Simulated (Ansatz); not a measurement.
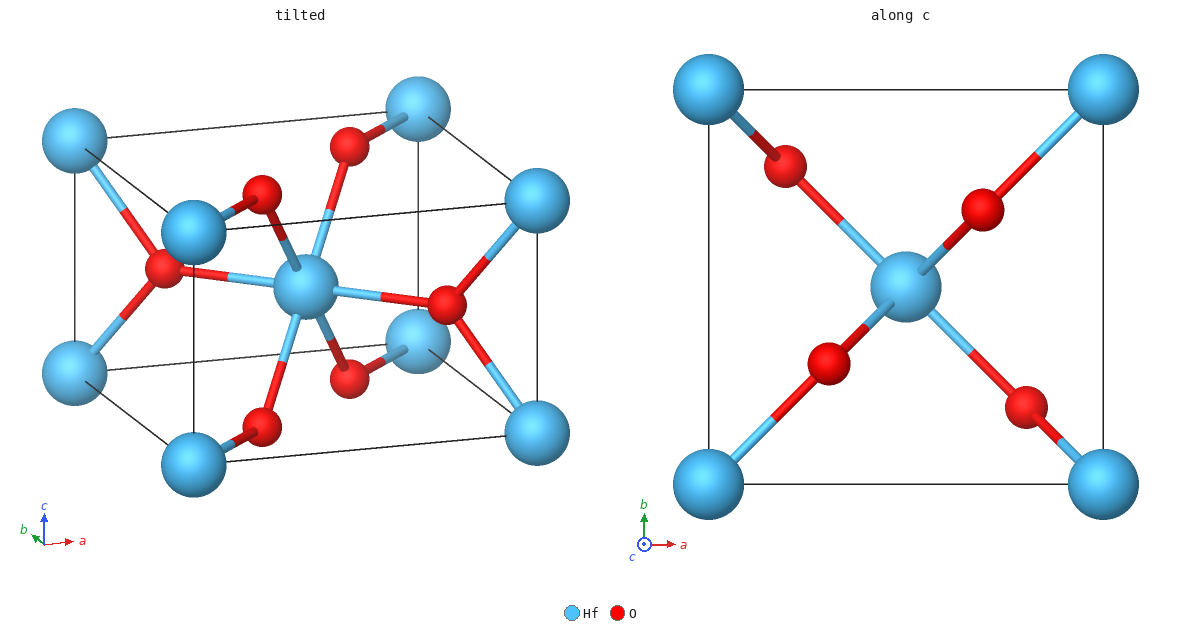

This ball-and-stick model is shown slightly off an axis and along the c axis. The parallelepiped is the conventional unit cell. Cell: a = 4.88 Å, b = 4.88 Å, c = 3.24 Å, α = 90.00°, β = 90.00°, γ = 90.00°.

The structure was taken from a structure listed in the Materials Project. Earlier steps of the study, as a rule a relaxation of our own, may have changed the cell and positions, so they can lie some per cent off the listed ones. It was run through Ansatz as a DFT input.

**Describe the arrangement of the atoms.**

The formula is HfO$_{2}$. Its lattice is primitive tetragonal, its space group P4_2/mnm (No. 136). The arrangement is known as rutile. The cell has 6 atoms, namely 2 Hf, 4 O. Each Hf atom is coordinated by six O in a distorted octahedral arrangement at about 2.1 Å. O is coordinated by three Hf at about 2.1 Å. Not all metal-metal contacts are counted. The bonds build a three-dimensional framework.

The numbers come from DFT PBE, scalar-relativistic, plane waves, PAW in Ansatz 0.2.0, using 420 eV cutoff, 6×6×8 k-mesh, Gaussian smearing of 0.02 eV, no spin polarisation.

**Is it conducting or gapped at this level?**

An insulator at this level, with a gap of 3.90 eV, direct.

**Predict the Bader charges.**

Hf +2.66 e; O -1.33 e.

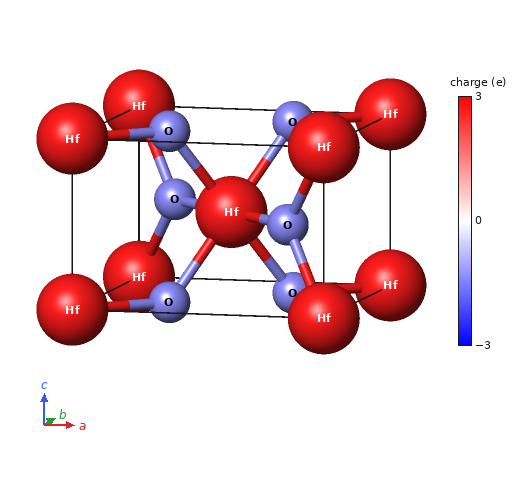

The atoms coloured by those charges. The run's cell of 6 atoms is drawn.

**Does this geometry sit at a stationary point of the energy?**

Yes. All forces vanish to within 0.01 eV/Å. The pressure is 0.0 GPa, close to zero.
